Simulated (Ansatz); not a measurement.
# Residual resistivity of an alloy: Ru(0001) with 2 layers of random Ru-Mo, 2x2, part 2 of 2

Aim: the residual resistivity of a random alloy, from Ru(0001) with 2 layers of random Ru-Mo, 2x2 and longer regions.

Ansatz 0.2.0; Ansatz plane-wave DFT, PBE, PAW files; ballistic transport by layer matching (Landauer), zero bias; PAW set soft_1.

So far. Step 2 (With 2 alloy layers): Over the solved energies the transmission per spin lies between 4.62 and 4.79, out of 5.32 channels of the lead on average (up to 5.64).

## Step 3: With 6 alloy layers

System of this step: Ru(0001) with 6 layers of random Ru-Mo, 2x2. The cell holds 64 atoms: 61 Ru and 3 Mo. Cell: a = 5.412 Å, b = 5.412 Å, c = 34.255 Å, α = 90.0°, β = 90.0°, γ = 120.0°. It derives from Ru. Regions: lead, 40 atoms (40 Ru); scattering region, 24 atoms (21 Ru and 3 Mo). The structure is stacked along c, and the current runs across the ab planes.

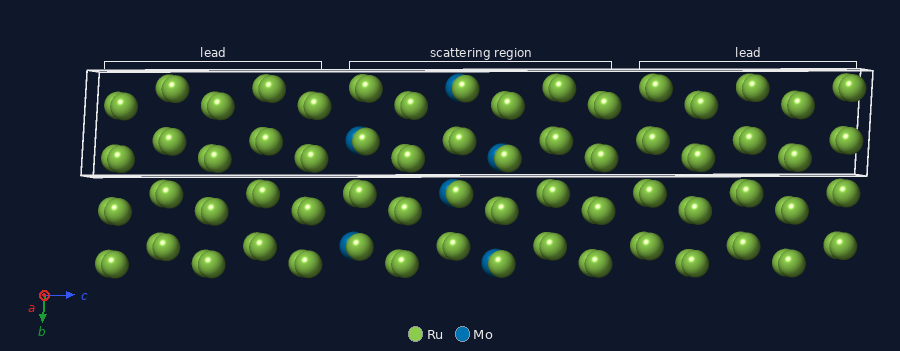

The cell of this step (ruthenium green, molybdenum blue). 1×2×1 cells are drawn.

input.yaml reads:

```yaml
crystal:
  lattice:
    - [5.4116, 0.0, 0.0]
    - [-2.7058, 4.6865830751, 0.0]
    - [0.0, 0.0, 34.2552]
  atoms:
    - { symbol: Ru, position: [0.1666666667, 0.3333333333, 0.03125] }
    - { symbol: Ru, position: [0.1666666667, 0.8333333333, 0.03125] }
    - { symbol: Ru, position: [0.6666666667, 0.3333333333, 0.03125] }
    - { symbol: Ru, position: [0.6666666667, 0.8333333333, 0.03125] }
    - { symbol: Ru, position: [0.3333333333, 0.1666666667, 0.09375] }
    - { symbol: Ru, position: [0.3333333333, 0.6666666667, 0.09375] }
    - { symbol: Ru, position: [0.8333333333, 0.1666666667, 0.09375] }
    - { symbol: Ru, position: [0.8333333333, 0.6666666667, 0.09375] }
    - { symbol: Ru, position: [0.1666666667, 0.3333333333, 0.15625] }
    - { symbol: Ru, position: [0.1666666667, 0.8333333333, 0.15625] }
    - { symbol: Ru, position: [0.6666666667, 0.3333333333, 0.15625] }
    - { symbol: Ru, position: [0.6666666667, 0.8333333333, 0.15625] }
    - { symbol: Ru, position: [0.3333333333, 0.1666666667, 0.21875] }
    - { symbol: Ru, position: [0.3333333333, 0.6666666667, 0.21875] }
    - { symbol: Ru, position: [0.8333333333, 0.1666666667, 0.21875] }
    - { symbol: Ru, position: [0.8333333333, 0.6666666667, 0.21875] }
    - { symbol: Ru, position: [0.1666666667, 0.3333333333, 0.28125] }
    - { symbol: Ru, position: [0.1666666667, 0.8333333333, 0.28125] }
    - { symbol: Ru, position: [0.6666666667, 0.3333333333, 0.28125] }
    - { symbol: Ru, position: [0.6666666667, 0.8333333333, 0.28125] }
    - { symbol: Ru, position: [0.3333333333, 0.1666666667, 0.34375] }
    - { symbol: Mo, position: [0.3333333333, 0.6666666667, 0.34375] }
    - { symbol: Ru, position: [0.8333333333, 0.1666666667, 0.34375] }
    - { symbol: Ru, position: [0.8333333333, 0.6666666667, 0.34375] }
    - { symbol: Ru, position: [0.1666666667, 0.3333333333, 0.40625] }
    - { symbol: Ru, position: [0.1666666667, 0.8333333333, 0.40625] }
    - { symbol: Ru, position: [0.6666666667, 0.3333333333, 0.40625] }
    - { symbol: Ru, position: [0.6666666667, 0.8333333333, 0.40625] }
    - { symbol: Mo, position: [0.3333333333, 0.1666666667, 0.46875] }
    - { symbol: Ru, position: [0.3333333333, 0.6666666667, 0.46875] }
    - { symbol: Ru, position: [0.8333333333, 0.1666666667, 0.46875] }
    - { symbol: Ru, position: [0.8333333333, 0.6666666667, 0.46875] }
    - { symbol: Ru, position: [0.1666666667, 0.3333333333, 0.53125] }
    - { symbol: Mo, position: [0.1666666667, 0.8333333333, 0.53125] }
    - { symbol: Ru, position: [0.6666666667, 0.3333333333, 0.53125] }
    - { symbol: Ru, position: [0.6666666667, 0.8333333333, 0.53125] }
    - { symbol: Ru, position: [0.3333333333, 0.1666666667, 0.59375] }
    - { symbol: Ru, position: [0.3333333333, 0.6666666667, 0.59375] }
    - { symbol: Ru, position: [0.8333333333, 0.1666666667, 0.59375] }
    - { symbol: Ru, position: [0.8333333333, 0.6666666667, 0.59375] }
    - { symbol: Ru, position: [0.1666666667, 0.3333333333, 0.65625] }
    - { symbol: Ru, position: [0.1666666667, 0.8333333333, 0.65625] }
    - { symbol: Ru, position: [0.6666666667, 0.3333333333, 0.65625] }
    - { symbol: Ru, position: [0.6666666667, 0.8333333333, 0.65625] }
    - { symbol: Ru, position: [0.3333333333, 0.1666666667, 0.71875] }
    - { symbol: Ru, position: [0.3333333333, 0.6666666667, 0.71875] }
    - { symbol: Ru, position: [0.8333333333, 0.1666666667, 0.71875] }
    - { symbol: Ru, position: [0.8333333333, 0.6666666667, 0.71875] }
    - { symbol: Ru, position: [0.1666666667, 0.3333333333, 0.78125] }
    - { symbol: Ru, position: [0.1666666667, 0.8333333333, 0.78125] }
    - { symbol: Ru, position: [0.6666666667, 0.3333333333, 0.78125] }
    - { symbol: Ru, position: [0.6666666667, 0.8333333333, 0.78125] }
    - { symbol: Ru, position: [0.3333333333, 0.1666666667, 0.84375] }
    - { symbol: Ru, position: [0.3333333333, 0.6666666667, 0.84375] }
    - { symbol: Ru, position: [0.8333333333, 0.1666666667, 0.84375] }
    - { symbol: Ru, position: [0.8333333333, 0.6666666667, 0.84375] }
    - { symbol: Ru, position: [0.1666666667, 0.3333333333, 0.90625] }
    - { symbol: Ru, position: [0.1666666667, 0.8333333333, 0.90625] }
    - { symbol: Ru, position: [0.6666666667, 0.3333333333, 0.90625] }
    - { symbol: Ru, position: [0.6666666667, 0.8333333333, 0.90625] }
    - { symbol: Ru, position: [0.3333333333, 0.1666666667, 0.96875] }
    - { symbol: Ru, position: [0.3333333333, 0.6666666667, 0.96875] }
    - { symbol: Ru, position: [0.8333333333, 0.1666666667, 0.96875] }
    - { symbol: Ru, position: [0.8333333333, 0.6666666667, 0.96875] }
kpoints:
  mp_grid: { grid: [5, 5, 1] }
hamiltonian:
  xc: pbe
  pseudopotentials: { kind: paw, azcp: { folder: soft_1 } }
scf:
  occupations: { method: fermi_dirac, width: 0.1 }
output:
  transmission:
    leads: [[0, 8]]
    kmesh: [10, 10]
    e_range: [-0.05, 0.05]
    de: 0.05
  write_potential: true
  write_density: true
  volumetric_format: npy
```

Launch:

```console
ansatz run input.yaml --threads 4 --pin off --max-ram 15360MiB --backend cpu --events-out ev --progress --plain --runs-dir out
```

Numbers of over 12 decimals in the logs are rounded to 6 here.

The log of the run:

```text
[...]
Crystal: 64 atoms, lattice volume = 868.777 Å³
Basis set: ecut = 420 eV, 16909 PW (Γ)
Bands: 611, of which v1, the nominal top of the filled ones, is band 509 counted from 1 (508 counted from 0)
Symmetry: 1 space group operations
[...]
k-points: 13 of 25 (time reversal used)
[...]
SCF iter   1: F=—  HF=-373525.533892 eV  |F-HF|=—  |Δ(HF+E_count)|=         —  Δρ=1.37e-1  dr2=4.14e3  ethr=3.10e-3  ⟨swp⟩=5.0  Hψ=25319  notcnv=0  defer=5
[...]
SCF iter  11: F=-373471.777590 eV  HF=-373471.777590 eV  |F-HF|=1.07e-8  |Δ(HF+E_count)|=   4.54e-9  Δρ=2.69e-7  dr2=1.11e-8  ethr=9.82e-12  ⟨swp⟩=7.7  Hψ=16506  notcnv=0
SCF 1 converged in 11 iterations: F = -373471.777590 eV  dr2 = 1.11e-8
[...]
transmission: 329 of 3276 steps passed
transmission: 656 of 3276 steps passed
[...]
transmission: 3276 of 3276 steps passed
SCF converged after 11 iterations
Free energy (F): -373471.777590 eV
[...]
Internal energy: -373469.887676 eV  (E = F + TS)
E sigma→0 (E₀):  -373470.832633 eV
Entropy (-TS):   -1.889914 eV (-29.530 meV/atom)
Fermi energy:    23.396642 eV
[...]
--- Band table (eV; the first three rows and the last of 13) ---
  k-point 0: bands = [... 505 lower, 24.2057, 24.2110, 24.2249, 24.2420, 24.2533, 24.2588, 24.2778, 24.2926, ... 98 higher]
  k-point 1: bands = [... 505 lower, 23.6247, 23.6405, 23.6620, 23.6915, 23.9262, 23.9417, 23.9891, 24.0131, ... 98 higher]
  k-point 2: bands = [... 505 lower, 23.1340, 23.1507, 23.1577, 23.1707, 23.1867, 23.2372, 23.2812, 23.3467, ... 98 higher]
  k-point 12: bands = [... 505 lower, 23.1001, 23.1464, 23.3530, 23.3742, 23.3897, 23.3930, 23.4082, 23.4444, ... 98 higher]
--- Transmission ---
  basis      : 223 plane waves across, 63 finite elements along
  points     : 52, standing for a mesh of 10 x 10
[...]
channels       : 5.280000e0 a spin
[...]
junction   : crystal 0 to crystal 0, -1.44 to 28.53 Å
    transmission   : 3.990098e0 a spin
[...]
```

Elapsed: 11 min, on 4 threads of AMD EPYC 7R13 (Zen 3), shared host; peak memory 10 GiB.

This step gave:

* free energy: -373471.7776 eV
* energy at zero smearing: -373470.8326 eV
* Fermi energy: 23.40 eV
* transmission per spin nearest the Fermi level: 3.990
* open channels per spin nearest the Fermi level: 5.28
* step of the lead's potential: 5.1 meV

Per spin. The transmission, zone mean by energy, zero at the Fermi level:

```csv
energy (eV),"transmission, zone mean"
-0.0500,3.94
0.0000,3.99
0.0500,4.07
```

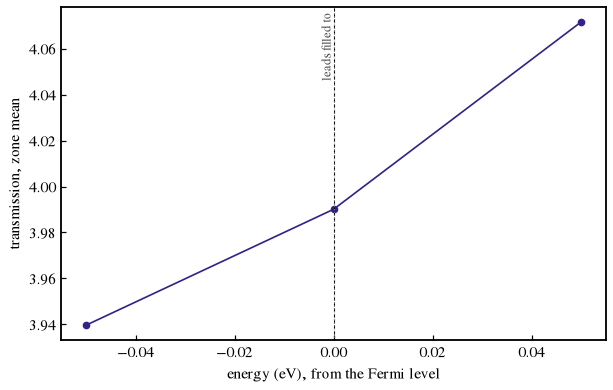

Transmission, zone mean against energy.

Over the solved energies the transmission per spin lies between 3.94 and 4.07, out of 5.5 channels of the lead on average (up to 6.06).

## Step 4: With 10 alloy layers

System of this step: Ru(0001) with 10 layers of random Ru-Mo, 2x2. The cell holds 80 atoms: 75 Ru and 5 Mo. Its edges and angles: a = 5.412 Å, b = 5.412 Å, c = 42.819 Å, α = 90.0°, β = 90.0°, γ = 120.0°. It derives from Ru. Regions: lead, 40 atoms (40 Ru); scattering region, 40 atoms (35 Ru and 5 Mo). The structure is stacked along c, and the current runs across the ab planes.

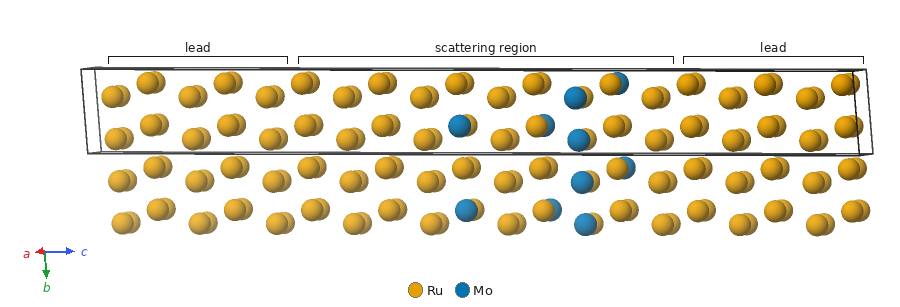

The cell of this step (ruthenium orange, molybdenum blue). 1×2×1 cells are drawn.

input.yaml reads:

```yaml
crystal:
  lattice:
    - [5.4116, 0.0, 0.0]
    - [-2.7058, 4.6865830751, 0.0]
    - [0.0, 0.0, 42.819]
  atoms:
    - { symbol: Ru, position: [0.1666666667, 0.3333333333, 0.025] }
    - { symbol: Ru, position: [0.1666666667, 0.8333333333, 0.025] }
    - { symbol: Ru, position: [0.6666666667, 0.3333333333, 0.025] }
    - { symbol: Ru, position: [0.6666666667, 0.8333333333, 0.025] }
    - { symbol: Ru, position: [0.3333333333, 0.1666666667, 0.075] }
    - { symbol: Ru, position: [0.3333333333, 0.6666666667, 0.075] }
    - { symbol: Ru, position: [0.8333333333, 0.1666666667, 0.075] }
    - { symbol: Ru, position: [0.8333333333, 0.6666666667, 0.075] }
    - { symbol: Ru, position: [0.1666666667, 0.3333333333, 0.125] }
    - { symbol: Ru, position: [0.1666666667, 0.8333333333, 0.125] }
    - { symbol: Ru, position: [0.6666666667, 0.3333333333, 0.125] }
    - { symbol: Ru, position: [0.6666666667, 0.8333333333, 0.125] }
    - { symbol: Ru, position: [0.3333333333, 0.1666666667, 0.175] }
    - { symbol: Ru, position: [0.3333333333, 0.6666666667, 0.175] }
    - { symbol: Ru, position: [0.8333333333, 0.1666666667, 0.175] }
    - { symbol: Ru, position: [0.8333333333, 0.6666666667, 0.175] }
    - { symbol: Ru, position: [0.1666666667, 0.3333333333, 0.225] }
    - { symbol: Ru, position: [0.1666666667, 0.8333333333, 0.225] }
    - { symbol: Ru, position: [0.6666666667, 0.3333333333, 0.225] }
    - { symbol: Ru, position: [0.6666666667, 0.8333333333, 0.225] }
    - { symbol: Ru, position: [0.3333333333, 0.1666666667, 0.275] }
    - { symbol: Ru, position: [0.3333333333, 0.6666666667, 0.275] }
    - { symbol: Ru, position: [0.8333333333, 0.1666666667, 0.275] }
    - { symbol: Ru, position: [0.8333333333, 0.6666666667, 0.275] }
    - { symbol: Ru, position: [0.1666666667, 0.3333333333, 0.325] }
    - { symbol: Ru, position: [0.1666666667, 0.8333333333, 0.325] }
    - { symbol: Ru, position: [0.6666666667, 0.3333333333, 0.325] }
    - { symbol: Ru, position: [0.6666666667, 0.8333333333, 0.325] }
    - { symbol: Ru, position: [0.3333333333, 0.1666666667, 0.375] }
    - { symbol: Ru, position: [0.3333333333, 0.6666666667, 0.375] }
    - { symbol: Ru, position: [0.8333333333, 0.1666666667, 0.375] }
    - { symbol: Ru, position: [0.8333333333, 0.6666666667, 0.375] }
    - { symbol: Ru, position: [0.1666666667, 0.3333333333, 0.425] }
    - { symbol: Ru, position: [0.1666666667, 0.8333333333, 0.425] }
    - { symbol: Ru, position: [0.6666666667, 0.3333333333, 0.425] }
    - { symbol: Ru, position: [0.6666666667, 0.8333333333, 0.425] }
    - { symbol: Ru, position: [0.3333333333, 0.1666666667, 0.475] }
    - { symbol: Ru, position: [0.3333333333, 0.6666666667, 0.475] }
    - { symbol: Ru, position: [0.8333333333, 0.1666666667, 0.475] }
    - { symbol: Mo, position: [0.8333333333, 0.6666666667, 0.475] }
    - { symbol: Ru, position: [0.1666666667, 0.3333333333, 0.525] }
    - { symbol: Ru, position: [0.1666666667, 0.8333333333, 0.525] }
    - { symbol: Ru, position: [0.6666666667, 0.3333333333, 0.525] }
    - { symbol: Ru, position: [0.6666666667, 0.8333333333, 0.525] }
    - { symbol: Ru, position: [0.3333333333, 0.1666666667, 0.575] }
    - { symbol: Mo, position: [0.3333333333, 0.6666666667, 0.575] }
    - { symbol: Ru, position: [0.8333333333, 0.1666666667, 0.575] }
    - { symbol: Ru, position: [0.8333333333, 0.6666666667, 0.575] }
    - { symbol: Ru, position: [0.1666666667, 0.3333333333, 0.625] }
    - { symbol: Ru, position: [0.1666666667, 0.8333333333, 0.625] }
    - { symbol: Mo, position: [0.6666666667, 0.3333333333, 0.625] }
    - { symbol: Mo, position: [0.6666666667, 0.8333333333, 0.625] }
    - { symbol: Mo, position: [0.3333333333, 0.1666666667, 0.675] }
    - { symbol: Ru, position: [0.3333333333, 0.6666666667, 0.675] }
    - { symbol: Ru, position: [0.8333333333, 0.1666666667, 0.675] }
    - { symbol: Ru, position: [0.8333333333, 0.6666666667, 0.675] }
    - { symbol: Ru, position: [0.1666666667, 0.3333333333, 0.725] }
    - { symbol: Ru, position: [0.1666666667, 0.8333333333, 0.725] }
    - { symbol: Ru, position: [0.6666666667, 0.3333333333, 0.725] }
    - { symbol: Ru, position: [0.6666666667, 0.8333333333, 0.725] }
    - { symbol: Ru, position: [0.3333333333, 0.1666666667, 0.775] }
    - { symbol: Ru, position: [0.3333333333, 0.6666666667, 0.775] }
    - { symbol: Ru, position: [0.8333333333, 0.1666666667, 0.775] }
    - { symbol: Ru, position: [0.8333333333, 0.6666666667, 0.775] }
    - { symbol: Ru, position: [0.1666666667, 0.3333333333, 0.825] }
    - { symbol: Ru, position: [0.1666666667, 0.8333333333, 0.825] }
    - { symbol: Ru, position: [0.6666666667, 0.3333333333, 0.825] }
    - { symbol: Ru, position: [0.6666666667, 0.8333333333, 0.825] }
    - { symbol: Ru, position: [0.3333333333, 0.1666666667, 0.875] }
    - { symbol: Ru, position: [0.3333333333, 0.6666666667, 0.875] }
    - { symbol: Ru, position: [0.8333333333, 0.1666666667, 0.875] }
    - { symbol: Ru, position: [0.8333333333, 0.6666666667, 0.875] }
    - { symbol: Ru, position: [0.1666666667, 0.3333333333, 0.925] }
    - { symbol: Ru, position: [0.1666666667, 0.8333333333, 0.925] }
    - { symbol: Ru, position: [0.6666666667, 0.3333333333, 0.925] }
    - { symbol: Ru, position: [0.6666666667, 0.8333333333, 0.925] }
    - { symbol: Ru, position: [0.3333333333, 0.1666666667, 0.975] }
    - { symbol: Ru, position: [0.3333333333, 0.6666666667, 0.975] }
    - { symbol: Ru, position: [0.8333333333, 0.1666666667, 0.975] }
    - { symbol: Ru, position: [0.8333333333, 0.6666666667, 0.975] }
kpoints:
  mp_grid: { grid: [5, 5, 1] }
hamiltonian:
  xc: pbe
  pseudopotentials: { kind: paw, azcp: { folder: soft_1 } }
scf:
  occupations: { method: fermi_dirac, width: 0.1 }
output:
  transmission:
    leads: [[0, 8]]
    kmesh: [10, 10]
    e_range: [-0.05, 0.05]
    de: 0.05
  write_potential: true
  write_density: true
  volumetric_format: npy
```

The log of the run:

```text
[...]
Crystal: 80 atoms, lattice volume = 1085.972 Å³
Basis set: ecut = 420 eV, 21185 PW (Γ)
Bands: 762, of which v1, the nominal top of the filled ones, is band 635 counted from 1 (634 counted from 0)
Symmetry: 1 space group operations
[...]
k-points: 13 of 25 (time reversal used)
[...]
SCF iter   1: F=—  HF=-465769.471623 eV  |F-HF|=—  |Δ(HF+E_count)|=         —  Δρ=1.50e-1  dr2=1.55e4  ethr=3.10e-3  ⟨swp⟩=5.0  Hψ=31265  notcnv=0  defer=8
[...]
SCF iter  11: F=-465685.916480 eV  HF=-465685.916480 eV  |F-HF|=8.87e-8  |Δ(HF+E_count)|=  8.15e-10  Δρ=4.34e-7  dr2=8.95e-8  ethr=7.87e-12  ⟨swp⟩=7.8  Hψ=21943  notcnv=0
SCF 1 converged in 11 iterations: F = -465685.916480 eV  dr2 = 8.95e-8
[...]
transmission: 417 of 4160 steps passed
transmission: 832 of 4160 steps passed
[...]
transmission: 4160 of 4160 steps passed
SCF converged after 11 iterations
Free energy (F): -465685.916480 eV
[...]
Internal energy: -465683.456201 eV  (E = F + TS)
E sigma→0 (E₀):  -465684.686341 eV
Entropy (-TS):   -2.460279 eV (-30.753 meV/atom)
Fermi energy:    23.398846 eV
[...]
--- Band table (eV; the first three rows and the last of 13) ---
  k-point 0: bands = [... 631 lower, 24.1341, 24.3367, 24.3434, 24.3595, 24.3680, 24.3821, 24.4080, 24.5035, ... 123 higher]
  k-point 1: bands = [... 631 lower, 23.7127, 23.7264, 23.7478, 23.7859, 23.8306, 23.8443, 23.8648, 23.8963, ... 123 higher]
  k-point 2: bands = [... 631 lower, 23.0848, 23.1514, 23.1728, 23.1899, 23.2477, 23.3108, 23.3237, 23.3377, ... 123 higher]
  k-point 12: bands = [... 631 lower, 23.2698, 23.2779, 23.3042, 23.3150, 23.3390, 23.3476, 23.4337, 23.4449, ... 123 higher]
--- Transmission ---
  basis      : 223 plane waves across, 80 finite elements along
  points     : 52, standing for a mesh of 10 x 10
[...]
channels       : 5.280000e0 a spin
[...]
junction   : crystal 0 to crystal 0, 3.58 to 42.12 Å
    transmission   : 3.293603e0 a spin
[...]
```

Wall time 16 min (4 threads); peak memory 8.6 GiB.

Numbers from this step:

```
free energy                                   : -465685.9165 eV
energy at zero smearing                       : -465684.6863 eV
transmission per spin nearest the Fermi level : 3.294
step of the lead's potential                  : 2.8 meV
```

Per spin. The transmission, zone mean by energy, zero at the Fermi level:

```csv
energy (eV),"transmission, zone mean"
-0.0500,3.26
0.0000,3.29
0.0500,3.39
```

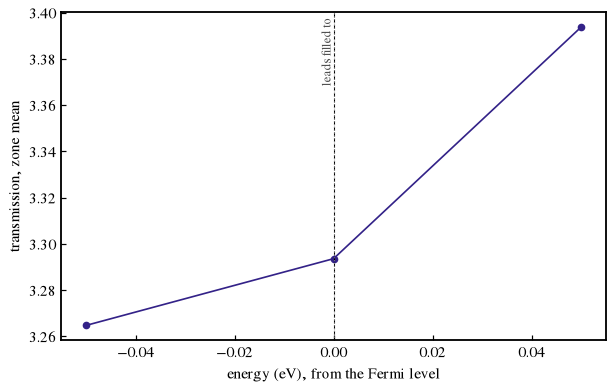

Transmission, zone mean, plotted against energy.

Over the solved energies the transmission per spin lies between 3.26 and 3.39, out of 5.44 channels of the lead on average (up to 5.88).

## Step 5: The fit

This step: Ansatz plane-wave DFT, PBE, PAW files; ballistic transport by layer matching (Landauer), zero bias; residual resistivity from the slope of the area resistance, atoms on the host's lattice; PAW set soft_1 (Ansatz 0.2.0).

This step gave:

```yaml
resistivity: 17.61 µΩ cm
intercept: 0.004322 fΩ m²
scatter_about_the_fit: 0.005248 fΩ m²
```

Resistance, by row:

```csv
run,length (Å),T,channels N,RA (fΩ m²)
n2,4.282,4.685,5.32,0.08343
n6,12.85,4,5.5,0.2231
n10,21.41,3.317,5.44,0.385
```

Area resistance against length of the alloy:

```csv
length of the alloy (Å),area resistance (fΩ m²)
4.28,0.0834
12.85,0.223
21.41,0.385
```

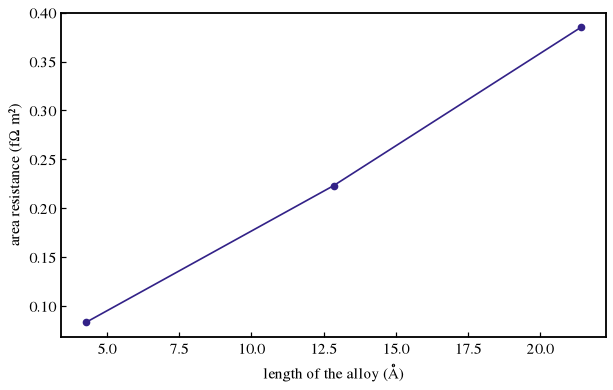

Area resistance against length of the alloy.

The area resistance goes from 0.083 to 0.39 fΩ m² between 4.3 and 21.4 Å, a slope of 18 µΩ cm.

By hand from the end points: (0.3850 − 0.08343) fΩ m² / (21.41 − 4.28) Å = 18 µΩ cm, since 1 fΩ m² per Å is 1000 µΩ cm.

## Step 6: Results

| Property | Result |
| --- | --- |
| resistivity from the slope | 17.6 µΩ cm |
| area resistance over 4.28 Å | 0.0834 fΩ m² |
| area resistance over 12.8 Å | 0.223 fΩ m² |
| area resistance over 21.4 Å | 0.385 fΩ m² |

**Reading.** The slope gives 18 µΩ cm. The points scatter by 0.0052 fΩ m² about the line, with one random draw a length in a 2x2 cell, so the slope is a rough value. The lead's own channel count moves between the runs (5.32, 5.5 and 5.44), which shifts RA and the slope too. Read with a model of isotropic scattering on a spherical Fermi surface and the lead's 1.6×10¹⁵ S/m², this slope means a mean free path near 28 Å; over these lengths the model's slope is 1.06 times its bulk resistivity, which would be 17 µΩ cm. The draw over the shortest length came out nearly ordered, with 12 symmetry operations, so that point is a poor sample of a random alloy. The atoms sit on the host's lattice, so scattering by size misfit is left out.

[Logs are printed without paths, hosts, clocks, repeated set-up lines and the standing remarks that a program may print on its own settings, such as how far it seeks lower states.]

[Hosts, paths, dates, database ids (printed as entryN), source tags and the programs' standing remarks are cut or masked in the printed files.]
